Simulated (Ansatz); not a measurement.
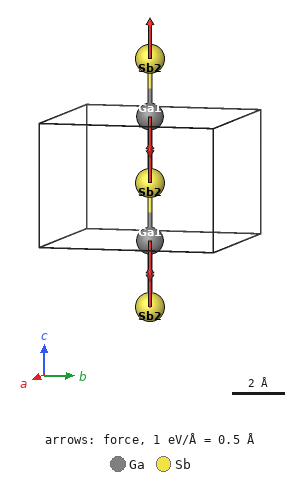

Starting geometry of a wire of composition GaSb with the computed forces as red arrows. A ball-and-stick model of the cell of the calculation, with the vacuum cut short, seen slightly off an axis.

Case: dimerised chain of atoms.

These are results of DFT PBE, scalar-relativistic, plane waves, PAW in Ansatz, not measurements.

The input:
```yaml
crystal:
  lattice:
    - [9.0, 0.0, 0.0]
    - [0.0, 9.3, 0.0]
    - [0.0, 0.0, 4.8432099541]
  atoms:
    - { symbol: Ga, position: [0.5, 0.5, 0.0], spin: 0.5 }
    - { symbol: Sb, position: [0.5, 0.5, 0.465], spin: 0.5 }
basis:
  ecutwfc: 420
kpoints:
  mp_grid: { grid: [1, 1, 13] }
hamiltonian:
  xc: pbe
scf:
  occupations: { method: gaussian, width: 0.05 }
output:
  forces: true
  stress: true
  eigenvalues: true
  populations: true
  write_density: true
  write_potential: true
  elf: true
  volumetric_format: npy
magnetization:
  spin_polarized: true
relax:
  adjacent_minimum: "off"
  f_tol: 0.01
  max_steps: 45
  cell: { fix: [a, b, alpha, beta, gamma], stress_tol: 0.03 }
```

Run as
```bash
ansatz run input.yaml --threads 2 --pin off --max-ram 5120MiB --backend cpu --events-out ev --progress --plain --runs-dir out
```

Q: Is this structure relaxed? If not, where do the atoms go?

A: It isn't relaxed: the largest force vector, on Sb atoms, is 3.25 eV/Å. The atoms end up moving mostly along the starting forces (cosine between the two patterns 1.00). The largest moves relative to the layer's centre, 0.090 Å, are those of Ga1 and Sb2. By element the largest moves are Ga 0.090 Å, Sb 0.090 Å. Along the periodic axis the drawn cell goes c 4.843 → 5.153 Å (+6.4 %). Some distances before and after: Ga1–Sb2 2.252 → 2.576 Å, Ga1–Sb2 (another image) 2.591 → 2.576 Å. The energy falls by 0.439 eV per cell of the calculation in 5 accepted moves (6 points after the start). Largest force component: 3.2 eV/Å at the start, 0.0002 eV/Å at the end. The SCF was repeated once at an unchanged geometry on a basis and grid sized afresh for the cell, which shifted the energy by 0.6 meV per cell of the calculation at most. The program noted that the starting moments weren't kept. The run may lie on a higher electronic state than the lowest, so the end point isn't shown to be the ground-state structure.

Limits of the set-up: the k-point mesh is coarse for a cell with partly filled bands.
